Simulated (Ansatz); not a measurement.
Start from this file.

```cif
data_structure
_symmetry_space_group_name_H-M 'P 1'
_symmetry_Int_Tables_number 1
_cell_length_a 3.1849
_cell_length_b 3.1849
_cell_length_c 19.4694
_cell_angle_alpha 90.000
_cell_angle_beta 90.000
_cell_angle_gamma 120.000
_cell_volume 171.03
loop_
_atom_site_label
_atom_site_type_symbol
_atom_site_fract_x
_atom_site_fract_y
_atom_site_fract_z
_atom_site_occupancy
W1 W 0.66667 0.33333 0.33267 1
S1 S 0.33333 0.66667 0.25255 1
S2 S 0.66667 0.33333 0.07941 1
W2 W 0.33333 0.66667 0.66600 1
S3 S 0.00000 0.00000 0.58589 1
S4 S 0.33333 0.66667 0.41275 1
W3 W 0.00000 0.00000 0.99933 1
S5 S 0.66667 0.33333 0.91922 1
S6 S 0.00000 0.00000 0.74608 1
```

**What does this file describe?**

Formula: WS₂. The lattice is rhombohedral (trigonal R) and the space group R3m (No. 160). The cell comprises 3 formula units: 3 W, 6 S. Each W atom is coordinated by six S in a trigonal prismatic arrangement at 2.41 Å. S sits among three W in a trigonal pyramidal arrangement at 2.41 Å. Not all metal-metal contacts are counted. The bonds build WS2 layers parallel to (001).

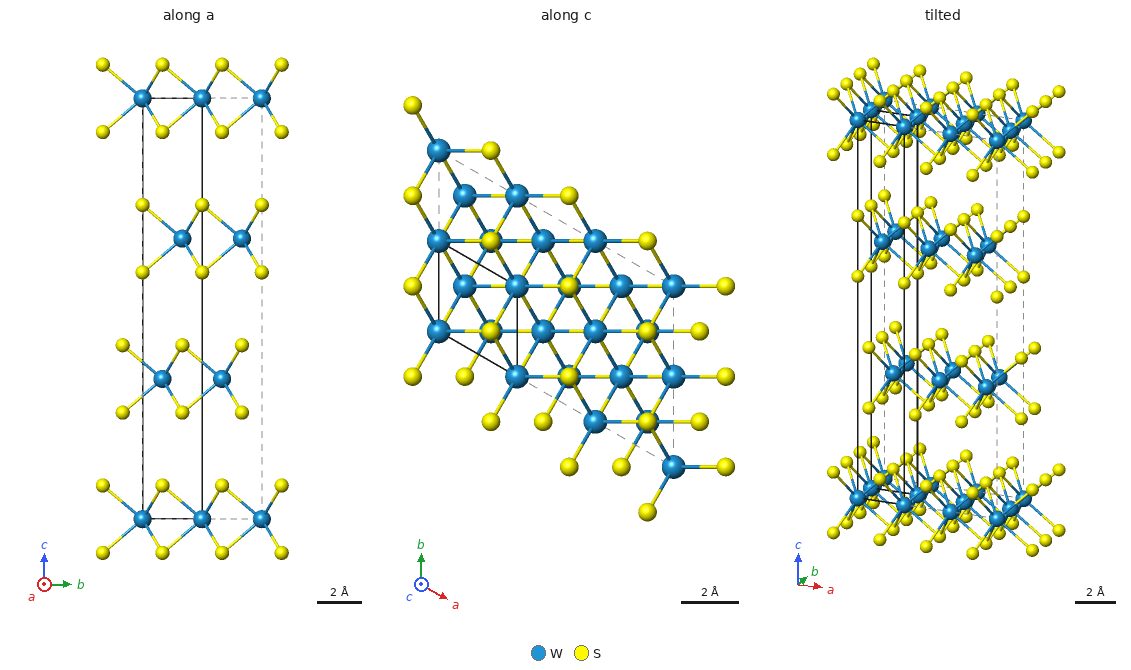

The figure gives a ball-and-stick picture of the atoms, viewed along the a axis, along the c axis and slightly off an axis. The solid frame is a single conventional unit cell within a 3×2×1 block. A few atoms beyond the faces are included. Colours: tungsten blue, sulfur yellow.

The structure comes from a structure listed in the Materials Project. Earlier steps of the study, as a rule a relaxation of our own, may have changed the cell and positions, so they can lie some per cent off the listed ones. It was run through Ansatz as a DFT input.
